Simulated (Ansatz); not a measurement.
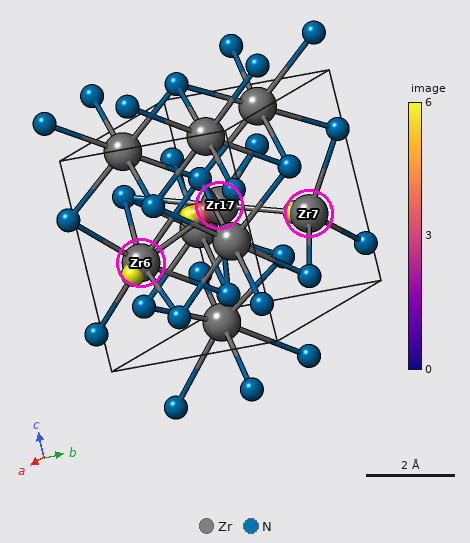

NEB run on a defect cell of composition Zr$_{9}$N$_{8}$ (17 atoms in the cell). Images are numbered from 0 (start) to 6 (end). The start is drawn whole; smaller spheres mark the moving atoms (Zr) in the later images, joined by lines and coloured by the number of the image. The picture is a ball-and-stick view of the reduced simulation cell (origin moved), seen slightly off an axis. The atoms that move most are ringed. Lengths and directions refer to the drawn axes. Bonds to atoms that aren't drawn are left out.

Computed with DFT PBE, scalar-relativistic, plane waves, PAW in Ansatz.

Input file:
```yaml
crystal:
  lattice:
    - [0.0, 4.5945978683, -4.5945978683]
    - [4.5945978683, 4.5945978683, 0.0]
    - [4.5945978683, 0.0, -4.5945978683]
  atoms:
    - { symbol: Zr, position: [0.2513328227, 0.7514547798, 0.2511160152] }
    - { symbol: Zr, position: [0.2520102852, 0.2508662959, 0.2519591028] }
    - { symbol: Zr, position: [0.7528725565, 0.7514605193, 0.2511931063] }
    - { symbol: Zr, position: [0.7407294693, 0.2282827515, 0.2972317909] }
    - { symbol: Zr, position: [0.2512220344, 0.751426589, 0.7528662912] }
    - { symbol: Zr, position: [0.2971048711, 0.2282790065, 0.7406423915] }
    - { symbol: Zr, position: [0.7129933039, 0.8684378757, 0.7126563286] }
    - { symbol: Zr, position: [0.7408521753, 0.228265911, 0.7405269672] }
    - { symbol: "N", position: [0.4693591558, 0.4977933131, 0.0196711548] }
    - { symbol: "N", position: [0.4881445921, 9.25531e-05, 0.0304258944] }
    - { symbol: "N", position: [1.0197603857, 0.4977995688, 0.0197365015] }
    - { symbol: "N", position: [0.996573618, 0.0171810653, -0.0035342583] }
    - { symbol: "N", position: [0.4987779656, 0.5102600075, 0.4988839848] }
    - { symbol: "N", position: [0.4881695531, -9.25531e-05, 0.4881441946] }
    - { symbol: "N", position: [1.019730156, 0.4978247908, 0.4695461089] }
    - { symbol: "N", position: [1.0308066109, -0.0001436978, 0.4879902589] }
    - { symbol: Zr, position: [0.8497550611, 0.4569000477, 0.8501468661] }
basis:
  ecutwfc: 420
  xc_grid: 2
kpoints:
  mp_grid: { grid: [4, 4, 4], shift: [0.0, 0.0, 0.0] }
hamiltonian:
  xc: pbe
scf:
  occupations: { method: gaussian, width: 0.1 }
output:
  forces: true
neb:
  images: 5
  f_tol: 0.05
  max_iterations: 70
  order_check: false
  final_atoms:
    - { symbol: Zr, position: [0.2514605193, 0.7511931063, 0.2444738179] }
    - { symbol: Zr, position: [0.251426589, 0.2528662912, 0.2444850855] }
    - { symbol: Zr, position: [0.7508662959, 0.7519591028, 0.2451643161] }
    - { symbol: Zr, position: [0.728265911, 0.2405269672, 0.2903549465] }
    - { symbol: Zr, position: [0.2514547798, 0.7511160152, 0.7460963823] }
    - { symbol: Zr, position: [0.3684378757, 0.2126563286, 0.7059124917] }
    - { symbol: Zr, position: [0.7282827515, 0.7972317909, 0.7337559883] }
    - { symbol: Zr, position: [0.7282790065, 0.2406423915, 0.7339737309] }
    - { symbol: "N", position: [0.5171810653, 0.4964657417, -0.010220425] }
    - { symbol: "N", position: [0.4999074469, -0.0118558054, 0.0237788054] }
    - { symbol: "N", position: [0.9977933131, 0.5196711548, 0.0131763763] }
    - { symbol: "N", position: [0.9978247908, -0.0304538911, 0.0128989444] }
    - { symbol: "N", position: [0.5000925531, 0.5304258944, 0.4813369604] }
    - { symbol: "N", position: [0.4998563022, -0.0120097411, 0.4813468281] }
    - { symbol: "N", position: [0.9977995688, 0.5197365015, 0.4627035439] }
    - { symbol: "N", position: [1.0102600075, -0.0011160152, 0.492078042] }
    - { symbol: Zr, position: [0.9569000477, 0.3501468661, 0.8431980251] }
```

Command:
```bash
ansatz run input.yaml --threads 4 --pin off --max-ram 8192MiB --backend cpu --events-out ev --progress --plain --runs-dir out
```

> What moves, how far, and at what cost in energy?

A Zr atom travels furthest, 0.70 Å from end to end, along [1 −1 0], on a straight line. It doesn't move alone: Zr (0.38 Å), Zr (0.38 Å) move with it. The barrier is about 0.130 eV in both directions, with image 3 at the top; the ends have the same energy. The band is converged.

Limits of the set-up: the periodic images lie only 6.5 Å apart, so the values are limited by the cell's size.

The run took 5.6 min on 4 threads of Intel(R) Xeon(R) Platinum 8488C (Sapphire Rapids), on a shared host, peak memory 2.4 GiB.
